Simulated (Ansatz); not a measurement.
## (CdS)3(ZnSe)1 [0001] superlattice, started as wurtzite: from the cell to its phonons

How does (CdS)3(ZnSe)1 [0001] superlattice, started as wurtzite vibrate, and is this structure a minimum?

Main program and level: Ansatz 0.2.0; DFT PBEsol, scalar-relativistic, plane waves, PAW.

The structure was built from a prototype and need not be the compound's stable phase.

### Step 1. Starting point

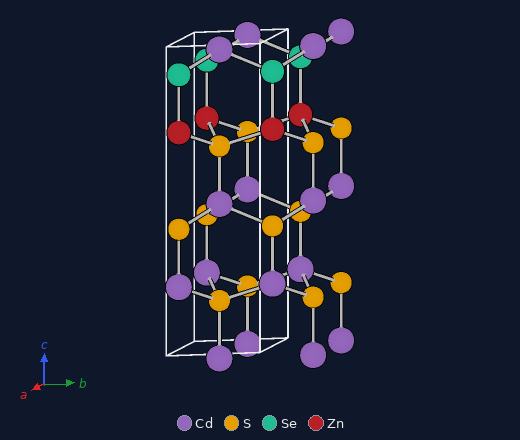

Start, viewed slightly off an axis; cadmium purple, sulfur orange, selenium teal, zinc red. 2×2×1 cells are drawn. Some periodic images of atoms are drawn too.

### Step 2. Rough relaxation

A rough relaxation comes first, because large forces or stress need no tight tolerances yet.

File input.yaml:

```yaml
crystal:
  lattice:
    - [4.105, 0.0, 0.0]
    - [-2.0525, 3.55503, 0.0]
    - [0.0, 0.0, 13.355]
  atoms:
    - { symbol: Cd, position: [0.333333, 0.666667, 0.0] }
    - { symbol: Cd, position: [0.666667, 0.333333, 0.25] }
    - { symbol: Cd, position: [0.333333, 0.666667, 0.5] }
    - { symbol: S, position: [0.333333, 0.666667, 0.1875] }
    - { symbol: S, position: [0.666667, 0.333333, 0.4375] }
    - { symbol: S, position: [0.333333, 0.666667, 0.6875] }
    - { symbol: Se, position: [0.666667, 0.333333, 0.9375] }
    - { symbol: Zn, position: [0.666667, 0.333333, 0.75] }
kpoints:
  mp_grid: { grid: [6, 6, 2] }
hamiltonian:
  xc: pbesol
scf:
  occupations: { method: gaussian, width: 0.1 }
output:
  forces: true
  stress: true
  eigenvalues: true
relax:
  adjacent_minimum: "off"
  f_tol: 0.05
  max_steps: 80
  cell: { stress_tol: 0.5 }
```

Command:

```
> ansatz run input.yaml --threads 4 --pin off --max-ram 14336MiB --backend cpu --events-out ev --progress --plain --runs-dir out
```

Numbers of over 12 decimals in the logs are rounded to 6 here.

The program printed:

```text
[...]
atoms:
    - { symbol: Cd, position: [0.333333, 0.666667, 0.00144101] }
    - { symbol: Cd, position: [0.666667, 0.333333, 0.253533] }
    - { symbol: Cd, position: [0.333333, 0.666667, 0.506684] }
    - { symbol: S, position: [0.333333, 0.666667, 0.188517] }
    - { symbol: S, position: [0.666667, 0.333333, 0.441240] }
    - { symbol: S, position: [0.333333, 0.666667, 0.695041] }
    - { symbol: Se, position: [0.666667, 0.333333, 0.922597] }
    - { symbol: Zn, position: [0.666667, 0.333333, 0.740947] }
[key lines of the parts left out:]
SCF converged after 5 iterations
Free energy (F): -35916.946594 eV
Fermi energy:    7.546589 eV
P = ⅓ Tr σ = -0.0872 GPa (-0.872 kbar)
```

It took 14 s on 4 threads of Arm Neoverse V2, shared host; peak memory 0.66 GiB.

Relaxation path:

```tsv
step	energy less that of the first step (eV)	largest force component (eV/Å)	pressure (GPa)	volume (Å³)
1	0.0000	1.1916	0.10	194.89
2	-0.1849	0.1039	-0.67	195.20
3	-0.1967	0.0301	-0.09	193.11
4*	-0.1964	0.0301	-0.09	193.11
```

Relaxation steps marked * repeat the geometry before them on a plane-wave basis chosen anew for their cell, so energy and pressure can jump there.

The run keeps the 6 symmetry operations that it works with, so distortions that break them were not tested.

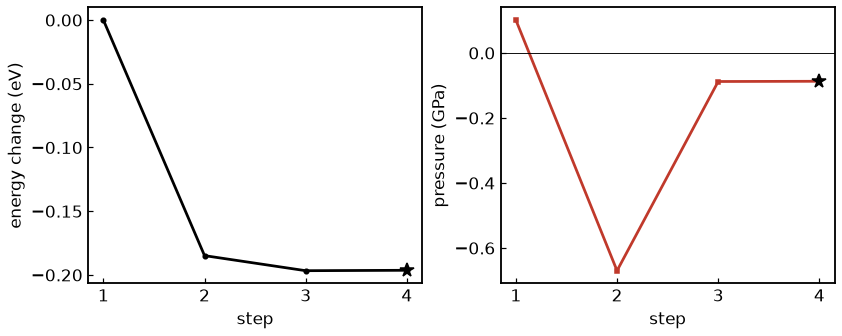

Energy and pressure along the relaxation. Stars mark steps on a basis chosen anew.

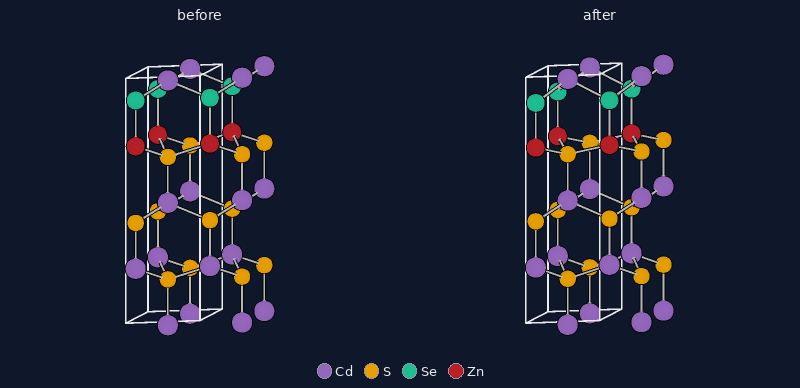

Before and after, at one scale.

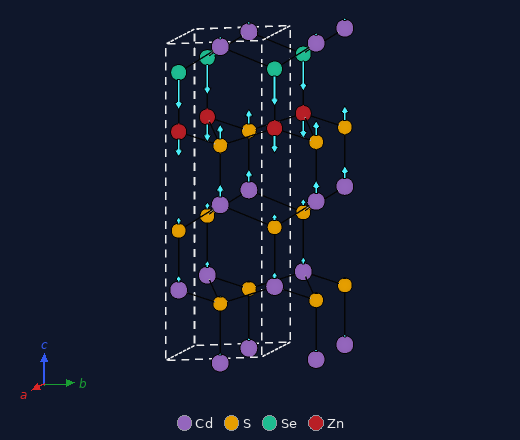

Displacements in the relaxation, exaggerated, measured against the changing cell; the longest in the cell stands for 0.20 Å. 2×2×1 cells are drawn. Some periodic images of atoms are drawn too.

```tsv
conventional cell, symmetrised	before	after	change
a (Å)	4.105	4.077	-0.7 %
b (Å)	4.105	4.077	-0.7 %
c (Å)	13.355	13.417	+0.5 %
volume (Å³/atom)	24.36	24.14	-0.9 %
```

The atoms that moved most (Å, as changes of fractional coordinates times the final cell):

```tsv
atom	dx	dy	dz	length
Se7	0.000	0.000	-0.200	0.200
Zn8	0.000	0.000	-0.121	0.121
S6	0.000	0.000	0.101	0.101
Cd3	0.000	0.000	0.090	0.090
S5	0.000	0.000	0.050	0.050
Cd2	0.000	0.000	0.047	0.047
Cd1	0.000	0.000	0.019	0.019
S4	0.000	0.000	0.014	0.014
```

This step gave:

| Item | Value |
| --- | --- |
| pressure | -0.08724 GPa |
| volume per atom | 24.14 Å³ |
| gap on the k-mesh | 0.6862 eV |
| direct gap on mesh | 0.6862 eV |

In this step the volume went from 24.36 to 24.14 Å³/atom.

### Step 3. Relaxation

Harmonic phonons are second derivatives at a point where the forces vanish, and they are wanted at zero stress, so atoms and cell are relaxed first.

File input.yaml:

```yaml
crystal:
  lattice:
    - [4.0766967342, 0.0, 0.0]
    - [-2.0383483671, 3.5305229354, 0.0]
    - [0.0, 0.0, 13.4172833914]
  atoms:
    - { symbol: Cd, position: [0.3333333333, 0.6666666667, 0.0014410095] }
    - { symbol: Cd, position: [0.6666666667, 0.3333333333, 0.2535328254] }
    - { symbol: Cd, position: [0.3333333333, 0.6666666667, 0.5066838084] }
    - { symbol: S, position: [0.3333333333, 0.6666666667, 0.1885166167] }
    - { symbol: S, position: [0.6666666667, 0.3333333333, 0.4412399891] }
    - { symbol: S, position: [0.3333333333, 0.6666666667, 0.6950409219] }
    - { symbol: Se, position: [0.6666666667, 0.3333333333, 0.9225974177] }
    - { symbol: Zn, position: [0.6666666667, 0.3333333333, 0.7409474113] }
kpoints:
  mp_grid: { grid: [6, 6, 2] }
hamiltonian:
  xc: pbesol
scf:
  occupations: { method: gaussian, width: 0.02 }
output:
  forces: true
  stress: true
  eigenvalues: true
  write_density: true
  write_potential: true
  elf: true
  volumetric_format: npy
relax:
  adjacent_minimum: "off"
  f_tol: 0.005
  max_steps: 80
  cell: { stress_tol: 0.05 }
```

The program printed:

```text
[...]
Crystal: 8 atoms, lattice volume = 193.113 Å³
Basis set: ecut = 420 eV, 3789 PW (Γ), exchange–correlation on 60×60×180 points (8 copies of the dense FFT grid, shifted against one another)
Bands: 64, of which v1, the nominal top of the filled ones, is band 53 counted from 1 (52 counted from 0)
Symmetry: 6 space group operations
[...]
k-points: 14 of 72 (time reversal used)
[...]
SCF iter   1: F=—  HF=-35916.963234 eV  |F-HF|=—  |Δ(HF+E_count)|=         —  Δρ=4.87e-3  dr2=5.96e-2  ethr=1.77e-3  ⟨swp⟩=6.6  Hψ=3320  notcnv=0  defer=1
[...]
SCF iter   8: F=-35916.946594 eV  HF=-35916.946594 eV  |F-HF|=1.47e-7  |Δ(HF+E_count)|=   1.00e-6  Δρ=5.94e-6  dr2=8.65e-8  ethr=9.43e-11  ⟨swp⟩=13.8  Hψ=7176  notcnv=0
SCF 1 converged in 8 iterations: F = -35916.946594 eV  dr2 = 8.65e-8
  Residual-converged pass: ⟨swp⟩=1.0  Hψ=952  notcnv=0  max |occ|·‖R‖ = 7.0e-9 eV (tolerance 1.0e-8 eV)  dr2=8.65e-8  dr2_onsite=2.60e-8  max |Δocc| = 5.4e-138
[...]
relax step   1: F+E_penalty+E_count = -35916.94659376 eV  Δ(F+E_penalty+E_count) = +0.000e0 eV  max|allowed force component| = 3.008e-2 eV/Å  Δτ_max = 0.0000 Å  P = -0.087 GPa  Ω = 193.113 Å³  (8 SCF iters, dr2 threshold 1.00e-7 eV, accepted)
Crystal: 8 atoms, lattice volume = 192.826 Å³
[...]
SCF iter   6: F=-35916.947330 eV  HF=-35916.947330 eV  |F-HF|=9.11e-9  |Δ(HF+E_count)|=   2.21e-8  Δρ=2.56e-6  dr2=1.41e-8  ethr=5.34e-11  ⟨swp⟩=7.2  Hψ=4905  notcnv=0
SCF 2 converged in 6 iterations: F = -35916.947330 eV  dr2 = 1.41e-8
relax step   2: F+E_penalty+E_count = -35916.94733025 eV  Δ(F+E_penalty+E_count) = -7.365e-4 eV  max|allowed force component| = 1.250e-2 eV/Å  Δτ_max = 0.0062 Å  P = -0.000 GPa  Ω = 192.826 Å³  energy of the carried Pulay correction = +5.337e-5 eV  (6 SCF iters, dr2 threshold 5.66e-8 eV, accepted)
Crystal: 8 atoms, lattice volume = 192.804 Å³
[...]
SCF iter   7: F=-35916.947402 eV  HF=-35916.947402 eV  |F-HF|=1.60e-10  |Δ(HF+E_count)|=   3.57e-9  Δρ=7.27e-7  dr2=1.23e-9  ethr=9.21e-12  ⟨swp⟩=7.1  Hψ=4628  notcnv=0
SCF 3 converged in 7 iterations: F = -35916.947402 eV  dr2 = 1.23e-9
relax step   3: F+E_penalty+E_count = -35916.94740226 eV  Δ(F+E_penalty+E_count) = -7.201e-5 eV  max|allowed force component| = 3.118e-3 eV/Å  Δτ_max = 0.0029 Å  P = -0.006 GPa  Ω = 192.804 Å³  energy of the carried Pulay correction = +5.737e-5 eV  (7 SCF iters, dr2 threshold 9.76e-9 eV, accepted)
[...]
SCF iter   1: F=—  HF=-35916.947290 eV  |F-HF|=—  |Δ(HF+E_count)|=         —  Δρ=5.30e-6  dr2=1.02e-8  ethr=1.38e-7  ⟨swp⟩=3.0  Hψ=5805  notcnv=0
eigensolver tolerance schedule: the retry pair's looser diagonalisation over-reported the residual by 14293.42 of it (diagonalisation noise at 1.74 of the residual, at the tolerance the schedule requests for it); recorded, not acted on — ethr = c·dr2/N_el stays at c = 1.0e-1
[...]
SCF iter   2: F=—  HF=-35916.947340 eV  |F-HF|=—  |Δ(HF+E_count)|=   5.02e-5  Δρ=3.29e-6  dr2=6.56e-9  ethr=9.63e-12  ⟨swp⟩=3.0  Hψ=2153  notcnv=0
[...]
SCF iter   5: F=-35916.947340 eV  HF=-35916.947340 eV  |F-HF|=3.64e-11  |Δ(HF+E_count)|=  7.28e-12  Δρ=1.04e-7  dr2=3.41e-11  ethr=1.00e-12  ⟨swp⟩=5.9  Hψ=3838  notcnv=0
SCF 4 converged in 5 iterations: F = -35916.947340 eV  dr2 = 3.41e-11
relax step   4: F+E_penalty+E_count = -35916.94734047 eV  Δ(F+E_penalty+E_count) = +6.179e-5 eV  max|allowed force component| = 3.120e-3 eV/Å  Δτ_max = 0.0000 Å  P = -0.006 GPa  Ω = 192.804 Å³  stress off target by 1.92e-2 GPa  SCF on the basis re-selected at this cell (its energy is not comparable with the rows above)  (5 SCF iters)
[...]
SCF converged after 5 iterations
Free energy (F): -35916.947340 eV
[...]
Internal energy: -35916.947340 eV  (E = F + TS)
E sigma→0 (E₀):  -35916.947340 eV
Fermi energy:    7.571590 eV
[...]
--- Forces (eV/Å), atoms counted from 1 ---
  atom   1  Cd    -0.00000000    -0.00000000     0.00184913
  atom   2  Cd     0.00000000     0.00000000     0.00180374
  atom   3  Cd    -0.00000000     0.00000000     0.00150464
  atom   4  S     -0.00000000     0.00000000    -0.00176726
  atom   5  S      0.00000000    -0.00000000    -0.00311972
  atom   6  S     -0.00000000     0.00000000    -0.00089904
  atom   7  Se     0.00000000     0.00000000    -0.00173893
  atom   8  Zn     0.00000000     0.00000000     0.00236683
  max |Σ_I F_I| component: 6.07e-7 eV/Å
--- Stress (GPa, compression-positive) ---
        0.001216       0.000000       0.000000
        0.000000       0.001216      -0.000000
        0.000000      -0.000000      -0.019194
  P = ⅓ Tr σ = -0.0056 GPa (-0.056 kbar)
--- Band table (eV; the first three rows and the last of 14) ---
  k-point 0: bands = [... 49 lower, 6.5936, 6.7404, 7.2377, 7.2377, 7.9051, 9.2503, 9.6548, 10.0931, ... 7 higher]
  k-point 1: bands = [... 49 lower, 6.6375, 6.6375, 7.2257, 7.2257, 8.7252, 8.9010, 9.5228, 10.0241, ... 7 higher]
  k-point 2: bands = [... 49 lower, 6.0157, 6.3440, 6.6171, 6.9985, 9.1041, 10.1098, 10.4509, 10.8080, ... 7 higher]
  k-point 13: bands = [... 49 lower, 5.1129, 5.1466, 5.2814, 5.4423, 11.3898, 11.4166, 11.4598, 11.6039, ... 7 higher]
--- Relaxed structure (3 steps of the walk, 3 accepted, 1 SCFs on fresh bases) ---
[...]
cell:  # Å, volume = 192.8044 Å³
    - [4.068074, 0, 0]
    - [-2.034037, 3.523056, 0]
    - [0, 2.5938040502471906e-19, 13.452671]
  atoms:
    - { symbol: Cd, position: [0.333333, 0.666667, 0.00197815] }
    - { symbol: Cd, position: [0.666667, 0.333333, 0.253840] }
    - { symbol: Cd, position: [0.333333, 0.666667, 0.506883] }
    - { symbol: S, position: [0.333333, 0.666667, 0.188145] }
    - { symbol: S, position: [0.666667, 0.333333, 0.440792] }
    - { symbol: S, position: [0.333333, 0.666667, 0.694579] }
    - { symbol: Se, position: [0.666667, 0.333333, 0.922596] }
    - { symbol: Zn, position: [0.666667, 0.333333, 0.741187] }
```

The job ended after 15 s (4 threads; peak memory 0.67 GiB; 54 s of CPU time).

The steps of the relaxation:

```tsv
step	energy less that of the first step (eV)	largest force component (eV/Å)	pressure (GPa)	volume (Å³)
1	0.0000	0.0301	-0.09	193.11
2	-0.0007	0.0125	0.00	192.83
3	-0.0008	0.0031	-0.01	192.80
4*	-0.0007	0.0031	-0.01	192.80
```

Relaxation steps marked * repeat the geometry before them on a plane-wave basis chosen anew for their cell, so energy and pressure can jump there.

Forces are held to the 6 operations that the run works with; a distortion that breaks them can't arise in this run.

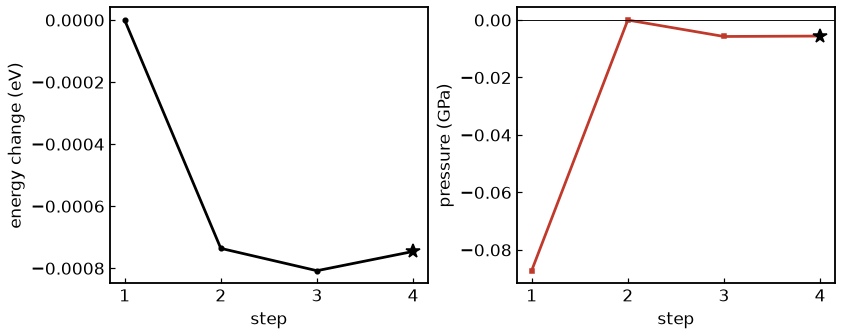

Energy and pressure along the relaxation. Stars mark steps on a basis chosen anew.

```tsv
conventional cell, symmetrised	before	after	change
a (Å)	4.077	4.068	-0.2 %
b (Å)	4.077	4.068	-0.2 %
c (Å)	13.417	13.453	+0.3 %
volume (Å³/atom)	24.14	24.10	-0.2 %
```

Final coordinates:

```cif
data_structure
_symmetry_space_group_name_H-M 'P 1'
_symmetry_Int_Tables_number 1
_cell_length_a 4.0681
_cell_length_b 4.0681
_cell_length_c 13.4527
_cell_angle_alpha 90.000
_cell_angle_beta 90.000
_cell_angle_gamma 120.000
_cell_volume 192.80
loop_
_atom_site_label
_atom_site_type_symbol
_atom_site_fract_x
_atom_site_fract_y
_atom_site_fract_z
_atom_site_occupancy
Cd1 Cd 0.33333 0.66667 0.00198 1
Cd2 Cd 0.66667 0.33333 0.25384 1
Cd3 Cd 0.33333 0.66667 0.50688 1
S4 S 0.33333 0.66667 0.18815 1
S5 S 0.66667 0.33333 0.44079 1
S6 S 0.33333 0.66667 0.69458 1
Se7 Se 0.66667 0.33333 0.92260 1
Zn8 Zn 0.66667 0.33333 0.74119 1
```

Numbers from this step:

```yaml
pressure: -0.005588 GPa
gap_on_the_k_mesh: 0.6674 eV
volume_per_atom: 24.10 Å³
direct_gap_on_mesh: 0.6674 eV
```

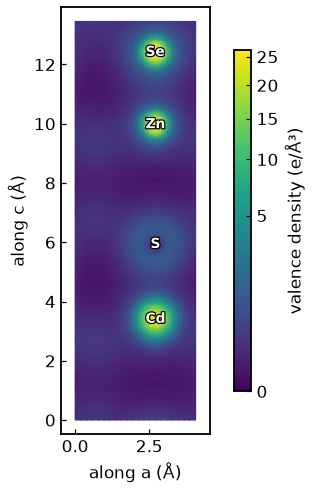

Valence density in the ac plane at fractional y = 0.333, with atoms of Cd and S and Se and Zn within 0.2 Å of it. It is the smooth field of the valence electrons, not physical close to the nuclei. The colour scale is stretched toward low values.

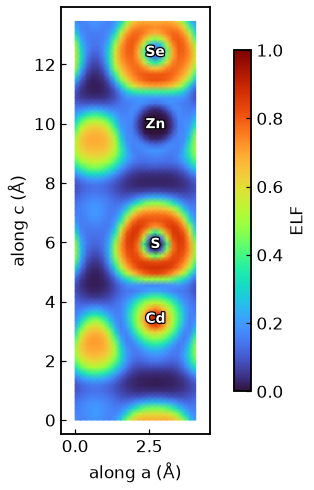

ELF in the ac plane at fractional y = 0.333, with atoms of Cd and S and Se and Zn within 0.2 Å of it. It is the smooth field of the valence electrons, not physical close to the nuclei.

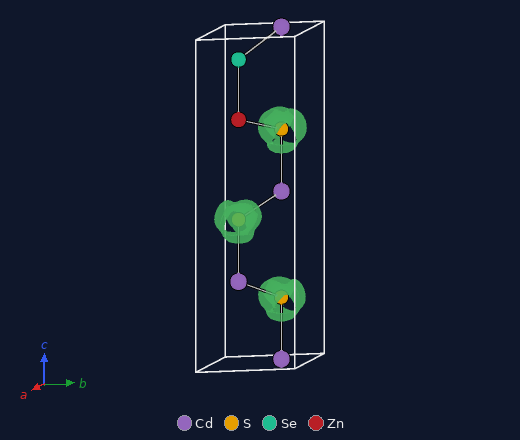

Surface of ELF = 0.84.

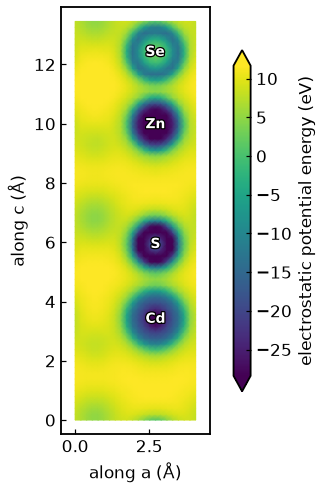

Electrostatic potential energy in the ac plane at fractional y = 0.333, with atoms of Cd and S and Se and Zn within 0.2 Å of it. With pseudopotentials it is smooth inside the atoms' cores, unlike the true potential.

In this step the volume went from 24.14 to 24.10 Å³/atom.

### Step 4. Tight relaxation

Phonons need a cell at rest on their own settings, so the relaxation is repeated with tight tolerances on forces and stress, using the mesh and the filling of the phonon run that follows.

File input.yaml:

```yaml
crystal:
  lattice:
    - [4.0680741964, 0.0, 0.0]
    - [-2.0340370982, 3.5230555986, 0.0]
    - [0.0, 0.0, 13.4526708859]
  atoms:
    - { symbol: Cd, position: [0.3333333333, 0.6666666667, 0.00197815] }
    - { symbol: Cd, position: [0.6666666667, 0.3333333333, 0.2538400963] }
    - { symbol: Cd, position: [0.3333333333, 0.6666666667, 0.5068828425] }
    - { symbol: S, position: [0.3333333333, 0.6666666667, 0.1881450655] }
    - { symbol: S, position: [0.6666666667, 0.3333333333, 0.4407921501] }
    - { symbol: S, position: [0.3333333333, 0.6666666667, 0.6945788006] }
    - { symbol: Se, position: [0.6666666667, 0.3333333333, 0.9225959419] }
    - { symbol: Zn, position: [0.6666666667, 0.3333333333, 0.741186953] }
kpoints:
  mp_grid: { grid: [6, 6, 2] }
hamiltonian:
  xc: pbesol
scf:
  occupations: { method: fixed }
output:
  forces: true
  stress: true
  eigenvalues: true
relax:
  adjacent_minimum: "off"
  f_tol: 0.001
  max_steps: 60
  cell: { stress_tol: 0.01 }
```

The program printed:

```text
[...]
Crystal: 8 atoms, lattice volume = 192.804 Å³
Basis set: ecut = 420 eV, 3789 PW (Γ), exchange–correlation on 60×60×180 points (8 copies of the dense FFT grid, shifted against one another)
Bands: 64, of which v1, the nominal top of the filled ones, is band 53 counted from 1 (52 counted from 0)
Symmetry: 6 space group operations
[...]
k-points: 14 of 72 (time reversal used)
[...]
atoms:
    - { symbol: Cd, position: [0.333333, 0.666667, 0.0019831] }
    - { symbol: Cd, position: [0.666667, 0.333333, 0.253833] }
    - { symbol: Cd, position: [0.333333, 0.666667, 0.506885] }
    - { symbol: S, position: [0.333333, 0.666667, 0.188139] }
    - { symbol: S, position: [0.666667, 0.333333, 0.440772] }
    - { symbol: S, position: [0.333333, 0.666667, 0.694585] }
    - { symbol: Se, position: [0.666667, 0.333333, 0.922599] }
    - { symbol: Zn, position: [0.666667, 0.333333, 0.741204] }
[key lines of the parts left out:]
SCF converged after 5 iterations
Free energy (F): -35916.947346 eV
Fermi energy:    7.238358 eV
P = ⅓ Tr σ = 0.0003 GPa (0.003 kbar)
```

It took 14 s on 4 threads; peak memory 0.66 GiB; 51 s of CPU time.

Little changed from the start: no atom moved by 0.005 Å and no cell edge by 0.1 %.

Numbers from this step:

```
pressure           : 3.45e-4 GPa
gap on the k-mesh  : 0.6684 eV
direct gap on mesh : 0.6684 eV
```

The largest force component left is 0.28 meV/Å and the pressure is 0.000 GPa, within the tolerances set. The cell now holds 24.10 Å³/atom.

(Part 1 of 2 ends here.)

[Logs are printed without paths, hosts, clocks, repeated set-up lines and the standing remarks that a program may print on its own settings, such as how far it seeks lower states.]

[Hosts, paths, dates, database ids (printed as entryN), source tags and the programs' standing remarks are cut or masked in the printed files.]
